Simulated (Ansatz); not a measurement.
Single-point calculation, with input and output: Si96C95 (charge +2) (part 2 of 3)

Si96C95 (defect cell, 191 atoms in the cell, total charge +2); DFT, HSE06, PAW, plane waves (Ansatz 0.2.0); cutoff 420 eV, 1×1×1 k-mesh, Fermi–Dirac smearing of 0.01 eV. 

### What the program printed, continued
```
SCF iter   1: F=—  HF=-84933.886075 eV  |F-HF|=—  |Δ(HF+E_count)|=         —  Δρ=3.66e-3  dr2=2.35e0  ethr=1.77e-3  ⟨swp⟩=17.0  Hψ=3371  notcnv=0
preconditioner: auto → none  [insulator: Δε(μ)=2.456 eV  Ē_g=11.876 eV  σ=0.010 eV  W_gap=1.00  n_scr=428 (ndim 8)  ℏωp=23.0 eV  f_vac=0.000  D(μ)=0.00/eV (n_scr^D=0)]
SCF iter   2: F=—  HF=-84933.464794 eV  |F-HF|=—  |Δ(HF+E_count)|=   4.21e-1  Δρ=2.20e-3  dr2=2.71e-1  ethr=3.09e-4  ⟨swp⟩=20.0  Hψ=1688  notcnv=3
SCF iter   3: F=—  HF=-84933.414473 eV  |F-HF|=—  |Δ(HF+E_count)|=   5.03e-2  Δρ=9.13e-4  dr2=4.64e-2  ethr=3.56e-5  ⟨swp⟩=16.0  Hψ=1731  notcnv=0  defer=6
SCF iter   4: F=—  HF=-84933.409291 eV  |F-HF|=—  |Δ(HF+E_count)|=   5.18e-3  Δρ=3.61e-4  dr2=6.37e-3  ethr=6.08e-6  ⟨swp⟩=9.0  Hψ=1723  notcnv=0  defer=38
iter 5 solved again at ethr=2.99e-8 eV; its pass at ethr=8.36e-7 eV (dr2=2.28e-4 eV) is discarded
SCF iter   5: F=-84933.408737 eV  HF=-84933.408834 eV  |F-HF|=9.69e-5  |Δ(HF+E_count)|=   4.57e-4  Δρ=1.06e-4  dr2=2.25e-4  ethr=2.99e-8  ⟨swp⟩=7.0  Hψ=2944  notcnv=0  defer=15
SCF 1 stopped early in 5 iterations: F = -84933.408737 eV  dr2 = 2.25e-4
  greatest PAW one-centre occupation: 0.648 electrons in one spin orbital (limit 2), on the C atom at site 155 (counted from 0), in its partial waves of l = 0
Initial density: handed on by an earlier stage of this run
Initial wavefunctions: those handed on with the density
Functional: x = pbe(κ = 0.804, μ = 0.2195149727645171) + 0.25 (exact − pbe) at short range (hse, ω = 0.20786987370883472 Å⁻¹), c = pbe(β = 0.06672455060314922); HSE06 as pw.x's `hse` composes it (authors' and Libxc's form: `xc: wpbeh`)
Exchange kernel: α = 0.2500, screened, ω = 0.2079 Å⁻¹, Wigner–Seitz truncation, v(0) = 974.4067 eV·Å³, q-mesh 1×1×1, nearest image of the exchange supercell L = 10.08 Å, pair-density grid 60×75×48, without the augmentation charges, whose exchange is taken in its separable form (sized by the pseudopotential files, 81×108×72 at the most), smooth part of the exchange summed in real space on grids 54×
Frozen-core exchange: fock
SCF iter   1: F=—  HF=-84994.146929 eV  |F-HF|=—  |Δ(HF+E_count)|=         —  Δρ=5.66e-3  dr2=4.14e-1  ethr=2.96e-7  ⟨swp⟩=12.0  Hψ=3681  notcnv=0
preconditioner: auto → none  [insulator: Δε(μ)=2.746 eV  Ē_g=13.621 eV  σ=0.010 eV  W_gap=1.00  n_scr=428 (ndim 8)  ℏωp=23.0 eV  f_vac=0.000  D(μ)=0.00/eV (n_scr^D=0)]
SCF iter   2: F=—  HF=-84993.996687 eV  |F-HF|=—  |Δ(HF+E_count)|=   1.50e-1  Δρ=2.62e-3  dr2=8.99e-2  ethr=2.96e-7  ⟨swp⟩=5.0  Hψ=2377  notcnv=0
SCF iter   3: F=—  HF=-84994.220817 eV  |F-HF|=—  |Δ(HF+E_count)|=   2.24e-1  Δρ=8.39e-4  dr2=3.42e-2  ethr=2.96e-7  ⟨swp⟩=6.0  Hψ=2500  notcnv=0
SCF iter   4: F=—  HF=-84994.223802 eV  |F-HF|=—  |Δ(HF+E_count)|=   2.99e-3  Δρ=6.06e-4  dr2=5.43e-2  ethr=2.96e-7  ⟨swp⟩=6.0  Hψ=2404  notcnv=0
SCF iter   5: F=—  HF=-84994.213034 eV  |F-HF|=—  |Δ(HF+E_count)|=   1.08e-2  Δρ=2.47e-4  dr2=4.70e-3  ethr=2.96e-7  ⟨swp⟩=5.0  Hψ=1968  notcnv=0
SCF iter   6: F=—  HF=-84994.212094 eV  |F-HF|=—  |Δ(HF+E_count)|=   9.40e-4  Δρ=6.67e-5  dr2=6.29e-4  ethr=2.96e-7  ⟨swp⟩=3.0  Hψ=1092  notcnv=0
SCF iter   7: F=—  HF=-84994.215020 eV  |F-HF|=—  |Δ(HF+E_count)|=   2.93e-3  Δρ=9.70e-5  dr2=2.08e-4  ethr=4.18e-8  ⟨swp⟩=6.0  Hψ=1863  notcnv=0
SCF iter   8: F=-84994.214952 eV  HF=-84994.214959 eV  |F-HF|=7.50e-6  |Δ(HF+E_count)|=   6.04e-5  Δρ=2.37e-5  dr2=2.10e-5  ethr=2.60e-8  ⟨swp⟩=2.0  Hψ=953  notcnv=0
SCF 2 stopped early in 8 iterations: F = -84994.214952 eV  dr2 = 2.10e-5
  Residual-converged pass: ⟨swp⟩=4.0  Hψ=1560  notcnv=0  max |occ|·‖R‖ = 5.5e-6 eV (tolerance 6.7e-6 eV)  dr2=2.00e-5  dr2_onsite=1.53e-7  max |Δocc| = 0.0e0
  greatest PAW one-centre occupation: 0.649 electrons in one spin orbital (limit 2), on the C atom at site 155 (counted from 0), in its partial waves of l = 0
hybrid outer 1: dexx = +2.625e-1 eV, tail = 1.07e-4 eV
SCF iter   1: F=—  HF=-84994.213095 eV  |F-HF|=—  |Δ(HF+E_count)|=         —  Δρ=1.26e-5  dr2=9.99e-6  ethr=6.99e-8  ⟨swp⟩=15.0  Hψ=1797  notcnv=0
preconditioner: auto → none  [insulator: Δε(μ)=2.667 eV  Ē_g=13.627 eV  σ=0.010 eV  W_gap=1.00  n_scr=428 (ndim 8)  ℏωp=23.0 eV  f_vac=0.000  D(μ)=0.00/eV (n_scr^D=0)]
SCF iter   2: F=—  HF=-84994.213095 eV  |F-HF|=—  |Δ(HF+E_count)|=   2.87e-7  Δρ=5.81e-6  dr2=4.26e-6  ethr=1.17e-9  ⟨swp⟩=4.0  Hψ=1243  notcnv=0
SCF iter   3: F=—  HF=-84994.213095 eV  |F-HF|=—  |Δ(HF+E_count)|=   5.71e-7  Δρ=4.03e-6  dr2=2.25e-7  ethr=4.17e-10  ⟨swp⟩=3.0  Hψ=987  notcnv=0
SCF iter   4: F=—  HF=-84994.213096 eV  |F-HF|=—  |Δ(HF+E_count)|=   8.09e-7  Δρ=2.67e-6  dr2=1.28e-7  ethr=1.61e-11  ⟨swp⟩=17.0  Hψ=2207  notcnv=0  defer=3
SCF iter   5: F=-84994.213096 eV  HF=-84994.213096 eV  |F-HF|=2.81e-8  |Δ(HF+E_count)|=   1.80e-8  Δρ=8.01e-7  dr2=3.29e-8  ethr=1.61e-11  ⟨swp⟩=4.0  Hψ=1088  notcnv=0
SCF 3 converged in 5 iterations: F = -84994.213096 eV  dr2 = 3.29e-8
  Residual-converged pass: ⟨swp⟩=2.0  Hψ=953  notcnv=0  max |occ|·‖R‖ = 2.9e-6 eV (tolerance 4.3e-6 eV)  dr2=3.32e-8  dr2_onsite=3.12e-10  max |Δocc| = 0.0e0
```

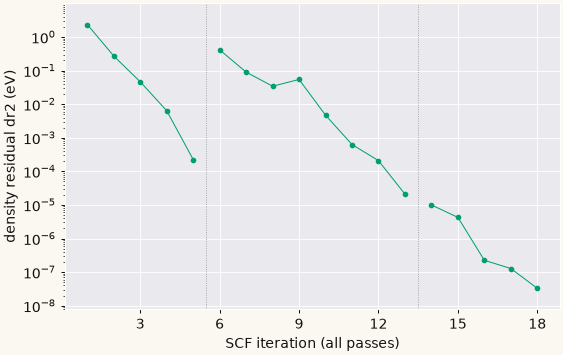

Convergence of the self-consistent field: density residual dr2 against the SCF iteration. The run starts with a semilocal functional; after that each stretch between dotted lines is one SCF of the hybrid functional between two exact rebuilds of the exchange operator by the outer loop. Early passes are stopped at a loose threshold. The passes take 5, 8 and 5 iterations.

```
hybrid outer 2: dexx = +9.437e-7 eV, tail = 6.97e-8 eV, Δε = 7.72e-4 eV (about 2.74e-5 eV left of the loop's levels), ΔF = 1.84e-3 eV/Å (tail 5.19e-4)
NSCF: frozen V_eff on 1 k-points
hybrid SCF converged: 2 outer / 13 inner (+5 warm-up), last move |dexx| = 9.44e-7 eV, tail = 6.97e-8 eV
Stability not checked: this state was not tested for a lower state beside it, because the functional holds exact exchange (a hybrid, or Hartree-Fock), whose exchange loop this test does not read (fock_operator; see scf.lower_state_search)
Free energy (F): -84994.213096 eV
Harris-Foulkes:  -84994.213096 eV  (|F-HF|=2.81e-8)
Internal energy: -84994.213096 eV  (E = F + TS)
E sigma→0 (E₀):  -84994.213096 eV
Fermi energy:    10.137093 eV
--- Per-component energies (eV) ---
  E_band       = 1798.279689
  E_kinetic    = 12896.981102
  E_local      = -10094.761519  (includes V_loc(G=0)·N_el)
  E_nonlocal   = 4821.518233
  E_hartree    = 3182.117489
  E_xc         = -8171.432306
  E_vxc        = -8409.652868  (∫ρ·V_xc dr)
  E_exx        = -1445.092785  (= α·E_x^exact, valence–valence)
  E_paw        = -59141.096231  (= ΣΔE_a)
  E_vpaw       = -889.854536  (= ΣTr[D̂ρ^β])
  E_aug_tail   = 0.001197  (compensation charges beyond the density's cutoff)
  E_ewald      = -27035.137399
  E_core_change = -7.310901  (= ΣΔE_core)
  E_smearing   = -0.000000  (= −TS)
  E_closure    = 0.000025  (closes the sum)
  E_deformation_potential = 36.062752  (in the stress; not in F)
  Σ components = -84994.213096   (vs F -84994.213096, Δ=-1.46e-11)
--- Forces (eV/Å), atoms counted from 1 ---
  atom   1  Si    -0.00035477     0.00189686    -0.00322690
  atom   2  Si    -0.00158507    -0.00060973    -0.00743624
  atom   3  Si    -0.00316787    -0.00874252    -0.00533557
  atom   4  Si    -0.00393546    -0.00388117    -0.01151464
  atom   5  Si     0.00252709    -0.00000041    -0.00742414
  atom   6  Si     0.00068128    -0.01197650    -0.00855097
  atom   7  Si    -0.00676087    -0.01086097    -0.01297914
  atom   8  Si    -0.01069955     0.00307307    -0.01470611
  atom   9  Si    -0.00499395     0.01241451    -0.00790388
  atom  10  Si     0.00181108     0.00157110    -0.00316963
  atom  11  Si     0.00523960    -0.00861218    -0.00537376
  atom  12  Si     0.01083410    -0.01076622    -0.01422299
  atom  13  Si     0.00069505     0.00561047    -0.24551646
  atom  14  Si    -0.00264966     0.02085949    -0.01321331
  atom  15  Si    -0.00319476     0.01155790    -0.00488155
  atom  16  Si     0.00075762    -0.00412490    -0.00649646
  atom  17  Si     0.00592551    -0.00355502    -0.01012194
  atom  18  Si     0.01417541     0.00520762    -0.01324433
  atom  19  Si     0.00664428     0.01973776    -0.01246483
  atom  20  Si     0.00048349     0.01037102    -0.01028515
  atom  21  Si     0.00297541     0.00462849    -0.00665422
  atom  22  Si     0.00709735     0.01296908    -0.00856914
  atom  23  Si     0.00485755     0.01193163    -0.00520011
  atom  24  Si     0.00090077     0.00977146    -0.00662922
  atom  25  Si    -0.00130821    -0.00385233     0.00094181
  atom  26  Si     0.00125812    -0.00398638    -0.00048750
  atom  27  Si    -0.00112210    -0.00477377    -0.00012100
  atom  28  Si     0.00240861    -0.00301273    -0.00026528
  atom  29  Si     0.00300111    -0.00415176    -0.00092942
  atom  30  Si     0.00274654    -0.01270197    -0.00907211
  atom  31  Si    -0.00984172    -0.00691290    -0.02056049
  atom  32  Si    -0.00556631     0.00935891    -0.00930879
  atom  33  Si    -0.00020099     0.00890734    -0.00094112
  atom  34  Si     0.00469605    -0.00324864     0.00080205
  atom  35  Si     0.00635677    -0.00496931    -0.00050133
  atom  36  Si     0.01569049    -0.00622669    -0.01966653
  atom  37  Si     0.00287652     0.01960719    -0.02058662
  atom  38  Si     0.00159860     0.01030977     0.00041593
  atom  39  Si    -0.00071320     0.00720661     0.00004573
  atom  40  Si     0.00245356    -0.00778803    -0.00358083
  atom  41  Si     0.00294470    -0.00297317     0.00012905
  atom  42  Si     0.01102812     0.00986913    -0.00931576
  atom  43  Si     0.00250244     0.01008332     0.00006656
  atom  44  Si     0.00197927     0.00809119    -0.00162975
  atom  45  Si     0.00223919     0.00780076    -0.00287535
  atom  46  Si     0.00461751     0.00858163    -0.00123783
  atom  47  Si     0.00441590     0.00752227    -0.00035753
  atom  48  Si     0.00169748     0.00510225    -0.00020699
  atom  49  Si    -0.00674361    -0.00046443    -0.00738731
  atom  50  Si     0.00222666    -0.00958702    -0.00732079
  atom  51  Si     0.00121489    -0.00137967    -0.00274361
  atom  52  Si    -0.01216447    -0.03134296    -0.00314204
  atom  53  Si    -0.00701813    -0.00531929    -0.00280647
  atom  54  Si    -0.02341228     0.00765667    -0.00640793
  atom  55  Si     0.01109632    -0.00018408    -0.00788517
  atom  56  Si     0.01705814    -0.03337082    -0.00319731
  atom  57  Si     0.00003367    -0.20127677     0.06946839
  atom  58  Si    -0.17036389     0.10176218     0.06759091
  atom  59  Si    -0.01747661     0.03521048    -0.00384264
  atom  60  Si     0.00431065     0.01228604    -0.00869331
  atom  61  Si     0.00216831    -0.00012590    -0.00491598
  atom  62  Si     0.00153228    -0.00877321    -0.00812558
  atom  63  Si     0.01300494    -0.00586116    -0.00399783
  atom  64  Si     0.17211041     0.10278115     0.06533547
  atom  65  Si     0.00342147     0.01799391    -0.00629735
  atom  66  Si    -0.00438906     0.00653657    -0.00744290
  atom  67  Si     0.00081463     0.00369163    -0.00968090
  atom  68  Si     0.03262939     0.00432155    -0.00639631
  atom  69  Si     0.01883838     0.03506031    -0.00408592
  atom  70  Si     0.00696558     0.00744938    -0.00690794
  atom  71  Si     0.00511908     0.01120472    -0.00231789
  atom  72  Si     0.00194498     0.01321183    -0.00967925
  atom  73  Si    -0.00096046     0.00191794    -0.01016031
  atom  74  Si    -0.00101436     0.00387648    -0.00871946
  atom  75  Si    -0.00255852    -0.00760684    -0.00673094
  atom  76  Si    -0.00422486    -0.00859264    -0.00691194
  atom  77  Si     0.00388005     0.00376900    -0.00894626
  atom  78  Si     0.00176393    -0.00845615    -0.00744285
  atom  79  Si    -0.00725326    -0.02175058     0.00182127
  atom  80  Si    -0.01672551     0.00215077     0.00000103
  atom  81  Si    -0.00315338     0.00736375    -0.00872936
  atom  82  Si     0.00305595     0.00240748    -0.01039660
  atom  83  Si     0.00513349    -0.00738551    -0.00738845
  atom  84  Si     0.01096728    -0.02115082     0.00061763
  atom  85  Si     0.00279618     0.00063817    -0.01543017
  atom  86  Si    -0.01055685     0.02102175    -0.00019506
  atom  87  Si    -0.00325606     0.01107779    -0.00812456
  atom  88  Si     0.00109950    -0.00497014    -0.00940972
  atom  89  Si     0.00760163    -0.00805946    -0.00736643
  atom  90  Si     0.02195641     0.00250741     0.00075034
  atom  91  Si     0.01493862     0.02058670     0.00074090
  atom  92  Si     0.00169026     0.01443742    -0.00740925
  atom  93  Si     0.00251169    -0.00009787    -0.00573717
  atom  94  Si     0.00679599     0.00805752    -0.00830167
  atom  95  Si     0.00654406     0.01166461    -0.00840350
  atom  96  Si     0.00098947     0.00986643    -0.00784774
  atom  97  C     -0.00017456    -0.00114793     0.00543851
  atom  98  C     -0.00040232    -0.00089581     0.00555321
  atom  99  C      0.00132745     0.00932087     0.00483651
  atom 100  C     -0.00028314     0.00469190     0.00234603
  atom 101  C     -0.00316947    -0.00103627     0.00559693
  atom 102  C     -0.00215911     0.00942410     0.00548594
  atom 103  C     -0.00112450     0.01404882    -0.00204605
  atom 104  C      0.00826018    -0.00644277    -0.00122589
  atom 105  C      0.00219702    -0.01079701     0.00665056
  atom 106  C     -0.00286824    -0.00191572     0.00558932
  atom 107  C     -0.00478326     0.00942600     0.00520657
  atom 108  C     -0.00461270     0.01464813    -0.00121290
  atom 109  C     -0.00259770    -0.00219859     0.00703137
  atom 110  C      0.00800151    -0.01472334    -0.00072787
  atom 111  C      0.00342972    -0.01117903     0.00564235
  atom 112  C     -0.00150072     0.00518694     0.00590551
  atom 113  C     -0.00460731     0.00469404     0.00240994
  atom 114  C     -0.01391666    -0.00880127    -0.00050742
  atom 115  C     -0.01258418    -0.01272669    -0.00141004
  atom 116  C     -0.00179068    -0.00909710     0.00259928
  atom 117  C     -0.00211639    -0.00419823     0.00558918
  atom 118  C     -0.00705038    -0.01096301     0.00630634
  atom 119  C     -0.00741833    -0.01123807     0.00600799
  atom 120  C     -0.00158851    -0.00848273     0.00599041
  atom 121  C     -0.00349699    -0.00102563     0.00908540
  atom 122  C      0.00351024    -0.00406477     0.00981121
  atom 123  C      0.00979646     0.00753570     0.01177653
  atom 124  C      0.00663431     0.00833050     0.01375406
  atom 125  C     -0.00469116    -0.00362143     0.00951728
  atom 126  C     -0.00092944     0.00830416     0.01253468
  atom 127  C      0.04555129     0.05920418     0.02013905
  atom 128  C      0.06922549     0.00494091     0.02106227
  atom 129  C      0.00249000    -0.01214803     0.01455264
  atom 130  C     -0.00066717    -0.00961880     0.00990395
  atom 131  C     -0.01280147     0.00526862     0.01232936
  atom 132  C     -0.04954640     0.06050714     0.02050732
  atom 133  C      0.02342608    -0.07444248     0.01963512
  atom 134  C     -0.00174060    -0.01604986     0.01196481
  atom 135  C     -0.00249835     0.00876713     0.01028367
  atom 136  C     -0.01127171     0.01126511     0.01336002
  atom 137  C     -0.07585661     0.01633099     0.01894173
  atom 138  C     -0.02621893    -0.07685468     0.02094121
  atom 139  C     -0.00109507    -0.01978290     0.01191983
  atom 140  C     -0.00552492     0.00927459     0.01509387
  atom 141  C     -0.00510840    -0.00887658     0.01179122
  atom 142  C     -0.00141423    -0.01970309     0.01146087
  atom 143  C     -0.00290499    -0.01524642     0.00918877
  atom 144  C      0.00069730     0.00159593     0.00252118
```
